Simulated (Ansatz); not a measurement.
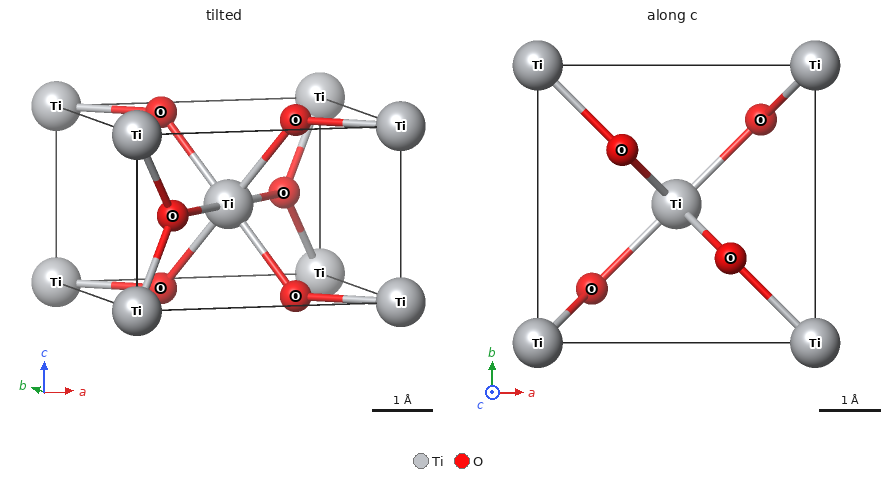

View slightly off an axis and along the c axis, drawn as a ball-and-stick model. The conventional unit cell is outlined; an atom on or near a face, edge or corner is repeated at each equivalent position.

TiO$_{2}$, rutile, space group P4_2/mnm (No. 136), a = 4.597 Å, b = 4.597 Å, c = 2.954 Å, α = 90.00°, β = 90.00°, γ = 90.00°. It derives from a structure listed in the Materials Project. Earlier steps of the study, as a rule a relaxation of our own, may have changed the cell and positions, so they can lie some per cent off the listed ones. A calculation with Ansatz used it as input.

This one geometry was computed with Ansatz (DFT, plane waves, PAW) at four levels of theory: HSE06, r2SCAN, PBE0 and PBE. It was relaxed beforehand with r2SCAN.

> Which level gives the highest pressure at this volume, and what does that say about its equilibrium volume?

Highest: PBE (5.2 GPa), which points to the largest equilibrium volume. Lowest, with the smallest volume: HSE06 (-2.8 GPa) and PBE0 (-2.9 GPa). Levels within 0.5 GPa of each other can't be told apart.

> How does the band gap change with the level of theory?

PBE: a gap of 1.89 eV, direct; r2SCAN: a gap of 2.22 eV, direct; HSE06: a gap of 3.38 eV, direct; PBE0: a gap of 4.14 eV, direct.

> Collect the results in a table.

| level | cutoff (eV) | k-mesh of the run's cell | gap (eV) | pressure (GPa) |
| --- | --- | --- | --- | --- |
| HSE06 | 420 | 4×4×6 | 3.38 | -2.8 |
| r2SCAN | 500 | 6×6×8 | 2.22 | 0.0 |
| PBE0 | 420 | 4×4×6 | 4.14 | -2.9 |
| PBE | 420 | 6×6×8 | 1.89 | 5.2 |

Gaps are taken on the k-mesh or band path of each run.
